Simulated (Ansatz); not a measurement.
Run report: AlZn17O18 (charge +1), geometry relaxation (part 2 of 2)

Continued. System: AlZn17O18 (defect cell, 36 atoms in the cell, total charge +1). Method: DFT PBE, scalar-relativistic, plane waves, PAW, no spin polarisation (Ansatz 0.2.0); cutoff 420 eV, 2×2×2 k-mesh, Gaussian smearing of 0.02 eV. The structure derives from a Materials Project entry. It belongs to a series of runs on one base structure; here: Al_Zn, charge +1, atoms relaxed at the host's cell.

**Output, continued**
```
  k-point 0: bands = ["-11.3542", "-10.9271", "-10.8397", "-10.8397", "-10.7514", "-10.6171", "-10.6171", "-10.5890", "-10.5388", "-10.4989", "-10.4989", "-10.4013", "-10.4013", "-10.3804", "-10.3407", "-10.3204", "-10.3204", "-10.3175", "0.5635", "0.7754", "0.8095", "0.8095", "0.8489", "0.8489", "0.8766", "0.8918", "0.8918", "1.0020", "1.0819", "1.1438", "1.1438", "1.1650", "1.1650", "1.1863", "1.1984", "1.1984", "1.2680", "1.2680", "1.2711", "1.2876",
      "1.3147", "1.3395", "1.3395", "1.3945", "1.3945", "1.4271", "1.4311", "1.4311", "1.4498", "1.4743", "1.4743", "1.5233", "1.5233", "1.5299", "1.5440", "1.5440", "1.5497", "1.6176", "1.6176", "1.6680", "1.6813", "1.6949", "1.6949", "1.7687", "1.7689", "1.7689", "1.8612", "1.8612", "1.9070", "1.9674", "1.9674", "1.9828", "2.1266", "2.1266", "2.1502", "2.1570", "2.1570", "2.1966", "2.2127", "2.2127",
      "2.2439", "2.2466", "2.2477", "2.2477", "2.2812", "2.2812", "2.3037", "2.3037", "2.3209", "2.3476", "2.3476", "2.3777", "2.3777", "2.3984", "2.3984", "2.4094", "2.4146", "2.4671", "2.4671", "2.4875", "2.5443", "2.5443", "2.5602", "2.6663", "2.8065", "2.8065", "2.9763", "2.9819", "2.9819", "3.1375", "3.1552", "3.1787", "3.1787", "3.3634", "3.3779", "3.3779", "3.4621", "3.4621", "3.5042", "3.6752",
      "3.6871", "3.6871", "4.1424", "4.1424", "4.2882", "4.4847", "4.5344", "4.5344", "4.7036", "4.7036", "4.8519", "4.8737", "4.8737", "4.9224", "5.0409", "5.0409", "5.1555", "5.1727", "5.1727", "5.3049", "5.3335", "5.4696", "5.4696", "5.5345", "5.5345", "5.5604", "5.5970", "5.7952", "5.7952", "5.8236", "5.8522", "5.8522", "6.0038", "6.0038", "6.0093", "6.4384", "6.4384", "8.4587", "10.7185", "10.7185",
      "10.8024", "11.2009", "11.3957", "11.3957", "11.5266", "12.1503", "12.1503", "12.2801", "13.6409", "13.6409", "13.7136", "13.9584", "14.0962", "14.0962", "14.2983", "14.2983", "14.3265", "14.5134", "14.5134", "14.6394", "14.6394", "14.7406", "15.0625", "15.0640", "15.0640", "15.2809", "15.3200", "15.3200", "15.3546", "15.4444", "15.4444", "15.7167", "16.1207"]
  k-point 1: bands = ["-11.3398", "-10.9350", "-10.8656", "-10.8480", "-10.7393", "-10.6600", "-10.6130", "-10.5875", "-10.5170", "-10.4709", "-10.4649", "-10.4084", "-10.4053", "-10.3806", "-10.3734", "-10.3384", "-10.3072", "-10.2984", "0.5941", "0.8537", "0.8864", "0.8932", "0.8969", "0.9210", "0.9256", "0.9492", "0.9771", "0.9933", "0.9970", "1.0419", "1.0478", "1.0576", "1.1148", "1.1939", "1.2081", "1.2239", "1.2387", "1.2639", "1.2673", "1.2807",
      "1.3114", "1.3220", "1.3295", "1.3556", "1.3618", "1.3760", "1.3764", "1.4253", "1.4323", "1.4569", "1.4626", "1.4630", "1.4886", "1.5291", "1.5367", "1.5492", "1.5535", "1.5843", "1.6183", "1.6397", "1.6553", "1.6870", "1.6872", "1.6969", "1.7300", "1.7732", "1.8391", "1.8419", "1.8561", "1.9086", "1.9256", "2.0100", "2.1072", "2.1415", "2.1521", "2.1732", "2.1915", "2.2043", "2.2215", "2.2322",
      "2.2518", "2.2538", "2.2699", "2.2765", "2.2908", "2.3115", "2.3160", "2.3183", "2.3331", "2.3510", "2.3589", "2.3746", "2.3943", "2.4007", "2.4060", "2.4445", "2.4586", "2.4902", "2.4935", "2.4982", "2.5197", "2.5401", "2.6025", "2.6206", "2.7420", "2.8375", "2.8439", "2.9543", "2.9891", "3.0290", "3.0940", "3.1272", "3.2148", "3.3198", "3.3894", "3.4116", "3.5614", "3.7885", "3.7909", "3.9901",
      "4.0529", "4.1094", "4.1716", "4.2922", "4.3568", "4.3571", "4.4385", "4.4566", "4.5317", "4.6116", "4.7105", "4.7578", "4.8142", "4.9004", "4.9630", "5.0117", "5.1210", "5.2018", "5.2759", "5.3014", "5.3608", "5.3765", "5.4100", "5.4516", "5.5155", "5.5321", "5.5682", "5.6089", "5.7568", "5.7625", "5.8132", "5.8346", "5.8672", "5.9349", "6.0687", "6.2912", "6.3571", "8.8648", "10.1940", "10.6096",
      "10.6716", "11.1578", "11.9530", "12.1865", "12.2447", "12.4931", "12.5141", "12.6475", "12.9142", "12.9744", "13.0035", "13.0318", "13.2204", "14.0257", "14.0800", "14.3306", "14.4710", "14.4820", "14.6522", "14.6891", "14.7821", "14.8218", "14.9884", "15.0520", "15.0907", "15.1771", "15.1795", "15.5986", "15.9056", "16.0648", "16.0693", "16.4112", "16.5013"]
--- Relaxed structure (3 steps of the walk, 3 accepted, 0 SCFs on fresh bases) ---
  F+E_penalty+E_count = -67193.11928050 eV   max|allowed force component| = 4.004e-3 eV/Å
  atoms:
    - { symbol: Al, position: [0.3885519394775194, 0.05521860614418614, 0.055218606144186125] }
    - { symbol: Zn, position: [0.05346792834113129, 0.38830445944073955, 0.05619585799151858] }
    - { symbol: Zn, position: [0.38952919132485186, 0.720134595007798, 0.38830445944073944] }
    - { symbol: Zn, position: [0.389529191324852, 0.38830445944073955, 0.7201345950077981] }
    - { symbol: Zn, position: [0.05346792834113126, 0.05619585799151858, 0.3883044594407395] }
    - { symbol: Zn, position: [0.7216377927740728, 0.720134595007798, 0.056195857991518716] }
    - { symbol: Zn, position: [0.7225400090440773, 0.3892066757107439, 0.3892066757107439] }
    - { symbol: Zn, position: [0.05408869764948815, 0.720755364316155, 0.720755364316155] }
    - { symbol: Zn, position: [0.7216377927740729, 0.05619585799151855, 0.7201345950077981] }
    - { symbol: Zn, position: [0.4452692075438547, 0.44321637793644975, 0.1119358742105212] }
    - { symbol: Zn, position: [0.11136427418451753, 0.7780309408511843, 0.1126186023237421] }
    - { symbol: Zn, position: [0.44526920754385463, 0.1119358742105212, 0.4432163779364497] }
    - { symbol: Zn, position: [0.4459519356570756, 0.7780309408511842, 0.7780309408511843] }
    - { symbol: Zn, position: [0.11050784158112634, 0.4442775241926976, 0.44427752419269756] }
    - { symbol: Zn, position: [0.776549711269783, 0.11193587421052129, 0.11193587421052126] }
    - { symbol: Zn, position: [0.7776108575260309, 0.777174508247793, 0.44427752419269756] }
    - { symbol: Zn, position: [0.1113642741845175, 0.11261860232374199, 0.7780309408511842] }
    - { symbol: Zn, position: [0.7776108575260311, 0.4442775241926977, 0.7771745082477931] }
    - { symbol: O, position: [0.273972769920084, 0.9406394365867505, 0.9406394365867506] }
    - { symbol: O, position: [0.9285194699581694, 0.2608747057463672, 0.9296781551275285] }
    - { symbol: O, position: [0.26301148846086164, 0.5951861366248359, 0.2608747057463671] }
    - { symbol: O, position: [0.26301148846086175, 0.2608747057463672, 0.595186136624836] }
    - { symbol: O, position: [0.9285194699581694, 0.9296781551275286, 0.26087470574636734] }
    - { symbol: O, position: [0.5942080390797005, 0.5951861366248359, 0.9296781551275284] }
    - { symbol: O, position: [0.5956117278739161, 0.2622783945405828, 0.2622783945405828] }
    - { symbol: O, position: [0.9288057725177616, 0.5954724391844284, 0.5954724391844284] }
    - { symbol: O, position: [0.5942080390797005, 0.9296781551275286, 0.595186136624836] }
    - { symbol: O, position: [0.3237232738021547, 0.2941554223268721, 0.9903899404688213] }
    - { symbol: O, position: [0.9860516988318709, 0.6527183654985377, 0.9848458427657538] }
    - { symbol: O, position: [0.3237232738021547, 0.9903899404688213, 0.2941554223268721] }
    - { symbol: O, position: [0.31817917609908697, 0.6527183654985377, 0.6527183654985377] }
    - { symbol: O, position: [0.9854380488832388, 0.31750025200610255, 0.31750025200610255] }
    - { symbol: O, position: [0.6274887556602053, 0.9903899404688213, 0.9903899404688211] }
    - { symbol: O, position: [0.6508335853394358, 0.6521047155499055, 0.31750025200610255] }
    - { symbol: O, position: [0.9860516988318709, 0.9848458427657538, 0.6527183654985378] }
    - { symbol: O, position: [0.6508335853394358, 0.3175002520061026, 0.6521047155499056] }
```

**Trajectory as extended XYZ (Å, eV, eV/Å), 3 frames, from step=1 to step=3**
```
36
Lattice="-0.0000 -5.6801 -5.2932 -4.9191 2.8400 -5.2932 4.9191 2.8400 -5.2932" Properties=species:S:1:pos:R:3:forces:R:3 step=1 energy=-67193.11779
Al    0.0000   -1.8934   -2.6415    0.0000   0.0000  -0.0233
Zn   -1.6366    0.9562   -2.6361    0.0365   0.0080   0.0010
Zn   -1.6329    0.9392   -7.9293   -0.0113  -0.0357   0.0010
Zn    1.6329    0.9392   -7.9293    0.0113  -0.0357   0.0010
Zn    1.6366    0.9562   -2.6361   -0.0365   0.0080   0.0010
Zn   -3.2696   -1.8955   -7.9293    0.0252   0.0276   0.0010
Zn    0.0000   -1.8934   -7.9474    0.0000   0.0000   0.0126
Zn    0.0000    3.7867   -7.9149    0.0000   0.0000   0.0212
Zn    3.2696   -1.8955   -7.9293   -0.0252   0.0276   0.0010
Zn   -1.6304   -0.9521   -5.2950    0.0219  -0.0126  -0.0178
Zn   -3.2746    1.8961   -5.3022    0.0062   0.0036  -0.0318
Zn    1.6304   -0.9521   -5.2950   -0.0219  -0.0126  -0.0178
Zn    0.0000    1.8878  -10.5954    0.0000  -0.0072  -0.0318
Zn    0.0000    1.8946   -5.2873    0.0000   0.0019   0.0077
Zn    0.0000   -3.7759   -5.2950    0.0000   0.0253  -0.0178
Zn   -1.6386   -0.9473  -10.5805    0.0017  -0.0010   0.0077
Zn    3.2746    1.8961   -5.3022   -0.0062   0.0036  -0.0318
Zn    1.6386   -0.9473  -10.5805   -0.0017  -0.0010   0.0077
O     0.0000    3.7867  -11.4134    0.0000   0.0000   0.0980
O     3.2900   -1.8934  -11.2166   -0.0045  -0.0081   0.0000
O    -1.6450    0.9375   -5.9234   -0.0047   0.0080   0.0000
O     1.6450    0.9375   -5.9234    0.0047   0.0080   0.0000
O    -3.2900   -1.8934  -11.2166    0.0045  -0.0081   0.0000
O     1.6450    0.9559  -11.2166   -0.0092   0.0001   0.0000
O     0.0000   -1.8934   -5.9310    0.0000   0.0000   0.0067
O     0.0000   -1.8934  -11.2162    0.0000   0.0000  -0.0313
O    -1.6450    0.9559  -11.2166    0.0092   0.0001   0.0000
O     3.4291    1.8069   -8.5141   -0.0801   0.0462  -0.0077
O     1.6329   -0.9506  -13.8881   -0.0076  -0.0044   0.0168
O    -3.4291    1.8069   -8.5141    0.0801   0.0462  -0.0077
O     0.0000    1.9012   -8.5949    0.0000   0.0087   0.0168
O     0.0000   -3.7960   -8.5762    0.0000  -0.0045   0.0030
O     0.0000    2.0662  -13.8073    0.0000  -0.0925  -0.0077
O    -1.6477   -0.9421   -8.5762   -0.0039   0.0023   0.0030
O    -1.6329   -0.9506  -13.8881    0.0076  -0.0044   0.0168
O     1.6477   -0.9421   -8.5762    0.0039   0.0023   0.0030
36
Lattice="-0.0000 -5.6801 -5.2932 -4.9191 2.8400 -5.2932 4.9191 2.8400 -5.2932" Properties=species:S:1:pos:R:3:forces:R:3 step=2 energy=-67193.11882
Al    0.0000   -1.8934   -2.6418    0.0000   0.0000  -0.0123
Zn   -1.6351    0.9575   -2.6358    0.0183   0.0033  -0.0012
Zn   -1.6326    0.9373   -7.9290   -0.0063  -0.0175  -0.0012
Zn    1.6326    0.9373   -7.9290    0.0063  -0.0175  -0.0012
Zn    1.6351    0.9575   -2.6358   -0.0183   0.0033  -0.0012
Zn   -3.2677   -1.8948   -7.9290    0.0120   0.0142  -0.0012
Zn    0.0000   -1.8934   -7.9463    0.0000   0.0000   0.0060
Zn    0.0000    3.7867   -7.9155    0.0000   0.0000   0.0096
Zn    3.2677   -1.8948   -7.9290   -0.0120   0.0142  -0.0012
Zn   -1.6298   -0.9524   -5.2952    0.0096  -0.0056  -0.0089
Zn   -3.2740    1.8965   -5.3029    0.0021   0.0012  -0.0204
Zn    1.6298   -0.9524   -5.2952   -0.0096  -0.0056  -0.0089
Zn    0.0000    1.8871  -10.5960    0.0000  -0.0024  -0.0204
Zn    0.0000    1.8951   -5.2876    0.0000   0.0023   0.0016
Zn    0.0000   -3.7753   -5.2952    0.0000   0.0111  -0.0089
Zn   -1.6382   -0.9476  -10.5807    0.0020  -0.0011   0.0016
Zn    3.2740    1.8965   -5.3029   -0.0021   0.0012  -0.0204
Zn    1.6382   -0.9476  -10.5807   -0.0020  -0.0011   0.0016
O     0.0000    3.7867  -11.4118    0.0000   0.0000   0.0631
O     3.2899   -1.8931  -11.2165   -0.0015  -0.0043   0.0007
O    -1.6447    0.9374   -5.9233   -0.0030   0.0035   0.0007
O     1.6447    0.9374   -5.9233    0.0030   0.0035   0.0007
O    -3.2899   -1.8931  -11.2165    0.0015  -0.0043   0.0007
O     1.6452    0.9557  -11.2165   -0.0045   0.0008   0.0007
O     0.0000   -1.8934   -5.9305    0.0000   0.0000   0.0057
O     0.0000   -1.8934  -11.2180    0.0000   0.0000  -0.0160
O    -1.6452    0.9557  -11.2165    0.0045   0.0008   0.0007
O     3.4271    1.8081   -8.5136   -0.0442   0.0255  -0.0054
O     1.6334   -0.9503  -13.8878   -0.0045  -0.0026   0.0116
O    -3.4271    1.8081   -8.5136    0.0442   0.0255  -0.0054
O     0.0000    1.9006   -8.5946    0.0000   0.0052   0.0116
O     0.0000   -3.7948   -8.5768    0.0000  -0.0052   0.0039
O     0.0000    2.0639  -13.8067    0.0000  -0.0511  -0.0054
O    -1.6467   -0.9427   -8.5768   -0.0045   0.0026   0.0039
O    -1.6334   -0.9503  -13.8878    0.0045  -0.0026   0.0116
O     1.6467   -0.9427   -8.5768    0.0045   0.0026   0.0039
36
Lattice="-0.0000 -5.6801 -5.2932 -4.9191 2.8400 -5.2932 4.9191 2.8400 -5.2932" Properties=species:S:1:pos:R:3:forces:R:3 step=3 energy=-67193.11928
Al    0.0000   -1.8934   -2.6412    0.0000   0.0000  -0.0040
Zn   -1.6337    0.9587   -2.6358   -0.0007   0.0005  -0.0024
Zn   -1.6323    0.9355   -7.9290    0.0008   0.0003  -0.0024
Zn    1.6323    0.9355   -7.9290   -0.0008   0.0003  -0.0024
Zn    1.6337    0.9587   -2.6358    0.0007   0.0005  -0.0024
Zn   -3.2660   -1.8941   -7.9290    0.0001  -0.0009  -0.0024
Zn    0.0000   -1.8934   -7.9448    0.0000   0.0000  -0.0001
Zn    0.0000    3.7867   -7.9165    0.0000   0.0000  -0.0034
Zn    3.2660   -1.8941   -7.9290   -0.0001  -0.0009  -0.0024
Zn   -1.6296   -0.9525   -5.2954   -0.0002   0.0001  -0.0011
Zn   -3.2732    1.8969   -5.3038    0.0003   0.0002  -0.0029
Zn    1.6296   -0.9525   -5.2954    0.0002   0.0001  -0.0011
Zn    0.0000    1.8862  -10.5970    0.0000  -0.0004  -0.0029
Zn    0.0000    1.8958   -5.2882    0.0000   0.0008  -0.0017
Zn    0.0000   -3.7750   -5.2954    0.0000  -0.0003  -0.0011
Zn   -1.6375   -0.9479  -10.5814    0.0007  -0.0004  -0.0017
Zn    3.2732    1.8969   -5.3038   -0.0003   0.0002  -0.0029
Zn    1.6375   -0.9479  -10.5814   -0.0007  -0.0004  -0.0017
O     0.0000    3.7867  -11.4081    0.0000   0.0000   0.0019
O     3.2899   -1.8928  -11.2166    0.0006  -0.0001   0.0022
O    -1.6445    0.9373   -5.9234   -0.0003  -0.0004   0.0022
O     1.6445    0.9373   -5.9234    0.0003  -0.0004   0.0022
O    -3.2899   -1.8928  -11.2166   -0.0006  -0.0001   0.0022
O     1.6454    0.9555  -11.2166    0.0002   0.0005   0.0022
O     0.0000   -1.8934   -5.9293    0.0000   0.0000   0.0005
O     0.0000   -1.8934  -11.2202    0.0000   0.0000   0.0032
O    -1.6454    0.9555  -11.2166   -0.0002   0.0005   0.0022
O     3.4248    1.8094   -8.5129    0.0009  -0.0005   0.0018
O     1.6338   -0.9501  -13.8873    0.0005   0.0003   0.0033
O    -3.4248    1.8094   -8.5129   -0.0009  -0.0005   0.0018
O     0.0000    1.9002   -8.5941    0.0000  -0.0006   0.0033
O     0.0000   -3.7939   -8.5773    0.0000  -0.0005   0.0016
O     0.0000    2.0613  -13.8060    0.0000   0.0010   0.0018
O    -1.6459   -0.9431   -8.5773   -0.0004   0.0003   0.0016
O    -1.6338   -0.9501  -13.8873   -0.0005   0.0003   0.0033
O     1.6459   -0.9431   -8.5773    0.0004   0.0003   0.0016
```

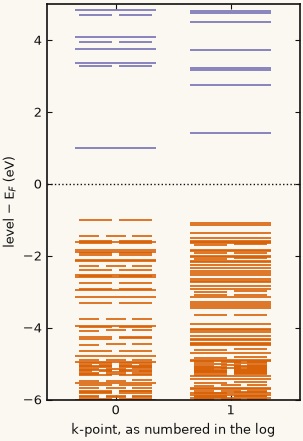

Fig. 1: Kohn–Sham levels near the Fermi level (dotted) at the few k-points that the log prints; levels within 0.02 eV of each other stand side by side. Among these points the highest filled and lowest empty levels are 2.02 eV apart, which is the gap on the mesh.

**Results in brief**

| quantity | value |
| --- | --- |
| outcome | converged |
| electrons treated | 314 |
| free energy | −67193.1193 eV |
| Fermi energy | 7.449 eV |
| gap on the k-point mesh | 2.02 eV |
| final volume | 443.69 Å³ |
| largest force (length of the vector) at the end | 0.004 eV/Å |
| hardware | 8 threads of Arm Neoverse V1, 24 GiB of memory available, shared host |
| wall time | 18 s (CPU time 2.2 min) |
| peak memory | 1.2 GiB |
